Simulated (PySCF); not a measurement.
# Energy of MoP along an even scaling of the cell

System: MoP (P-6m2, 2 atoms in the cell).
Method: Kohn-Sham DFT of a periodic cell in Gaussian orbitals, PBEsol, DZVP-MOLOPT-SR/GTH-PBE, no spin polarisation (PySCF 2.14.0).

The 7 runs differ only in the geometry, by an even scaling of the cell at fixed fractional positions. The structure derives from an entry of the Crystallography Open Database.

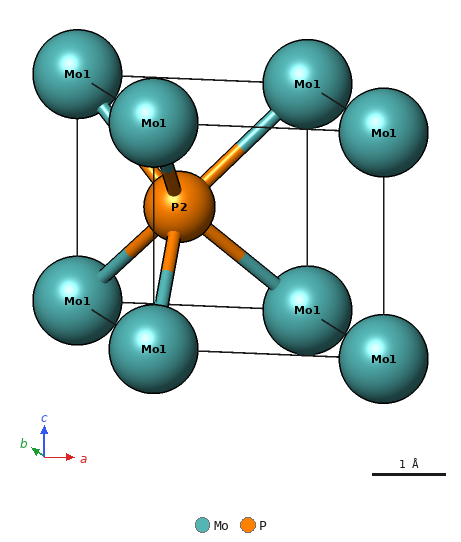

Figure 1. The structure of run 4 (ball-and-stick view of the cell of the calculation, seen slightly off an axis; atoms are numbered from 1 in the order of the input).

## Input file of run 4
```python
import json
import numpy as np
from pyscf.pbc import gto, scf, dft, df

cell = gto.Cell()
cell.basis = {'Mo': 'DZVP-MOLOPT-SR-GTH-q14', 'P': 'DZVP-MOLOPT-SR-GTH-q5'}
cell.pseudo = {'Mo': 'GTH-PBE-q14', 'P': 'GTH-PBE-q5'}
cell.fromfile('MoP.cif')
cell.ke_cutoff = 76  # hartree
cell.exp_to_discard = 0.02
cell.precision = 1e-08
cell.space_group_symmetry = True
cell.symmorphic = False
cell.max_memory = 5040  # MB
cell.verbose = 4
cell.build()

res = {}
kpts = cell.make_kpts([4, 4, 4], space_group_symmetry=True, time_reversal_symmetry=True)
cell.space_group_symmetry = False  # the mesh holds the operations; no search on the supercells of the integral code
mf = dft.KRKS(cell, kpts, xc='pbesol')
mf = mf.multigrid_numint()
mf = mf.smearing(sigma=0.00183747, method='fermi')  # hartree
mf.conv_tol = 1e-07
mf.max_cycle = 60

mf.kernel()
res.update(converged=bool(mf.converged), e_tot=mf.e_tot, nelec=cell.nelectron, nao=cell.nao, mesh=list(map(int, cell.mesh)), a=cell.lattice_vectors().tolist(), coords=cell.atom_coords().tolist(),
           mo_energy=[np.real(x).tolist() for x in mf.mo_energy], mo_occ=[np.real(x).tolist() for x in mf.mo_occ])
res.update(e_free=mf.e_free, e_zero=mf.e_zero)
res.update(kpts=kpts.kpts_scaled_ibz.tolist(), weights=kpts.weights_ibz.tolist())
res['parts'] = {k: float(np.real(v)) for k, v in mf.scf_summary.items() if np.isscalar(v)}
json.dump(res, open('results.json', 'w'))
if not mf.converged:
    raise SystemExit('SCF not converged')

print('levels (eV)')
for i, kp in enumerate(res['kpts'][:40]):
    print('k %7.4f %7.4f %7.4f  ' % tuple(kp), ' '.join('%.3f' % (x * 27.211386) for x in res['mo_energy'][i][:15]))

mf = mf.to_khf()  # unfold to the whole mesh
kpts = mf.kpts
# Mulliken populations
dm, s = np.asarray(mf.make_rdm1()), np.asarray(mf.get_ovlp())
sites = cell.aoslice_by_atom()[:, 2:]
tot = np.einsum('kij,kji->i', dm, s).real / len(kpts)
res['mulliken'] = [cell.atom_charge(i) - tot[a0:a1].sum() for i, (a0, a1) in enumerate(sites)]
print('Mulliken charges', np.round(res['mulliken'], 5))
res['done'] = True
json.dump(res, open('results.json', 'w'))
```

## File MoP.cif of run 4
```
data_MoP
_cell_length_a 3.22300000
_cell_length_b 3.22300000
_cell_length_c 3.19100000
_cell_angle_alpha 90.00000000
_cell_angle_beta 90.00000000
_cell_angle_gamma 120.00000000
_space_group_name_H-M_alt 'P1'
_space_group_name_Hall 'P 1'
_space_group_IT_number 1
loop_
_space_group_symop_operation_xyz
'x,y,z'
loop_
_atom_site_label
_atom_site_type_symbol
_atom_site_symmetry_multiplicity
_atom_site_Wyckoff_symbol
_atom_site_fract_x
_atom_site_fract_y
_atom_site_fract_z
_atom_site_occupancy
Mo1 Mo 1 a 0.0000000000 0.0000000000 0.0000000000 1
P1 P 1 a 0.3333333333 0.6666666667 0.5000000000 1
```

Command:
```bash
OMP_NUM_THREADS=4 python -u run.py > log
```

Run 3 has the same physical settings and fractional positions; its lattice vectors (Å) are:
```
   3.201368    0.000000    0.000000
  -1.600684    2.772466    0.000000
   0.000000    0.000000    3.169583
```

## Results, with one run withheld

| run | volume per atom (Å³) | free energy per atom, from the lowest run given (meV) |
| --- | --- | --- |
| 1 | 13.492 | 28.80 |
| 2 | 13.779 | 9.24 |
| 3 | 14.066 | ? |
| 4 | 14.353 | 0.00 |
| 5 | 14.640 | 8.04 |
| 6 | 14.927 | 23.76 |
| 7 | 15.214 | 46.19 |

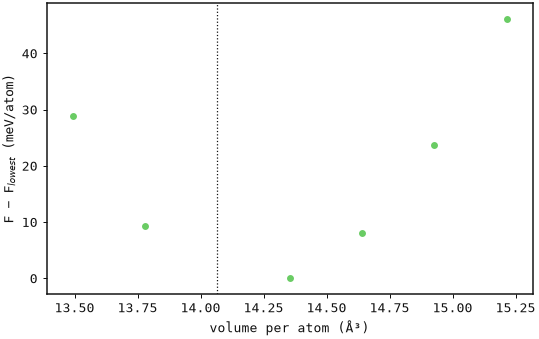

Figure 2. Free energy per atom of the runs given; the dotted line marks run 3.

Fit the runs given and predict run 3.

A cubic polynomial in V^(−2/3) (the Birch–Murnaghan form), fitted to the 6 runs given, misses them by at most 0.09 meV per atom. With x = V^(−2/3) − 0.16911 Å⁻², it reads F = 0.33409 − 2202.1 x + 8.2605e+05 x² + 3.2649e+05 x³ (meV per atom). At run 3 it gives 0.00 meV per atom, and the run itself gives 0.00. The fit has its minimum at 14.211 Å³ per atom, where V d²F/dV² gives 241 GPa. Cell shape and fractional positions are held, so this is the stiffness under even scaling; the relaxed bulk modulus wasn't computed.

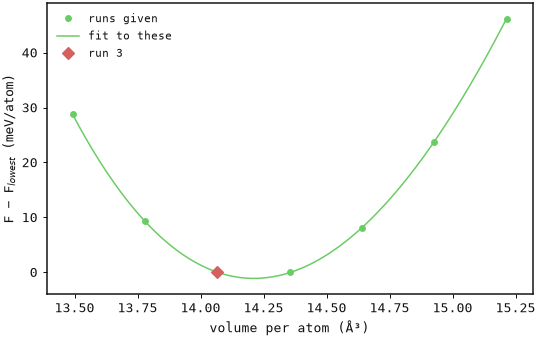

Figure 3. The fit and the withheld run.

## Output, shortened to warnings, some set-up lines, iterations and results (run 3)
```
k-points in IBZ                         weights
[...]
cycle= 1 E= -74.0422518993048  delta_E= 0.502  |g|= 5.04  |ddm|= 15.7
cycle= 2 E= -69.8084051916536  delta_E= 4.23  |g|=   11  |ddm|= 25.1
cycle= 3 E= -74.7787861473529  delta_E= -4.97  |g|= 0.49  |ddm|= 17.7
cycle= 4 E= -74.7849427470702  delta_E= -0.00616  |g|= 0.265  |ddm|= 2.26
cycle= 5 E= -74.7873426188709  delta_E= -0.0024  |g|= 0.00952  |ddm|= 0.667
cycle= 6 E= -74.7873378084677  delta_E= 4.81e-06  |g|= 0.00335  |ddm|= 0.0485
cycle= 7 E= -74.787339727034  delta_E= -1.92e-06  |g|= 0.000409  |ddm|= 0.0155
cycle= 8 E= -74.7873395780064  delta_E= 1.49e-07  |g|= 5.51e-05  |ddm|= 0.00124
cycle= 9 E= -74.7873395719806  delta_E= 6.03e-09  |g|= 5.35e-06  |ddm|= 0.000133
    sigma = 0.00183747  Optimized mu = 0.647460262108  entropy = 0.109767816935
nelec by numeric integration = 18.99999999997738
    Total E(T) = -74.7873395679316  Free energy = -74.7875412630022  E0 = -74.7874404154669
Extra cycle  E= -74.7873395679316  delta_E= 4.05e-09  |g|= 1.33e-05  |ddm|= 5.21e-05
converged SCF energy = -74.7873395679316
levels (eV)
k  0.0000  0.0000  0.0000   -44.732 -17.843 -17.527 -17.527 3.752 13.463 14.509 14.509 17.177 18.140 18.140 22.181 22.181 24.256 27.649
k  0.0000  0.0000  0.5000   -44.712 -18.162 -17.497 -17.497 6.291 9.862 15.031 15.031 16.143 16.143 19.222 20.896 20.896 26.589 27.916
k  0.0000  0.0000  0.7500   -44.722 -18.004 -17.512 -17.512 4.735 12.078 14.915 14.915 16.576 16.576 17.540 22.319 22.319 25.162 28.517
k  0.5000  0.5000 -0.0000   -44.699 -17.898 -17.792 -17.612 6.487 10.415 13.806 13.941 16.598 17.377 19.712 20.361 22.704 24.529 27.080
k  0.5000  0.5000  0.5000   -44.680 -18.081 -17.846 -17.581 6.641 11.596 12.445 13.299 16.818 19.402 19.728 21.605 23.136 24.449 24.796
k  0.5000  0.5000  0.7500   -44.689 -17.938 -17.872 -17.597 6.638 10.697 13.025 14.297 15.822 19.147 19.335 21.402 21.615 24.767 27.071
k  0.7500  0.2500 -0.0000   -44.715 -17.818 -17.715 -17.570 4.846 12.239 14.401 14.815 15.430 17.737 19.738 20.733 21.217 25.538 28.619
k  0.7500  0.2500  0.5000   -44.696 -18.122 -17.674 -17.539 6.429 10.930 13.779 14.007 15.566 17.433 19.588 20.461 22.983 27.350 27.472
k  0.7500  0.2500  0.7500   -44.706 -17.972 -17.694 -17.555 5.547 12.158 13.286 14.749 15.397 17.188 19.230 21.645 22.557 25.464 28.322
k  0.7500  0.7500 -0.0000   -44.699 -17.830 -17.792 -17.683 6.406 11.086 13.342 14.052 16.662 16.748 18.587 20.052 23.906 26.308 29.580
k  0.7500  0.7500  0.5000   -44.680 -18.081 -17.782 -17.647 6.755 11.424 11.858 14.379 16.014 19.657 20.150 21.041 23.667 24.024 25.249
k  0.7500  0.7500  0.7500   -44.690 -17.938 -17.806 -17.665 6.607 11.622 12.514 13.389 15.924 18.835 19.827 20.815 22.546 25.630 28.029
Mulliken charges [-0.31998  0.31998]
```

Notes: Points of doubt noted for this run: coarse mesh. The k-point mesh is coarse for a cell of this size, so the results may not be converged.
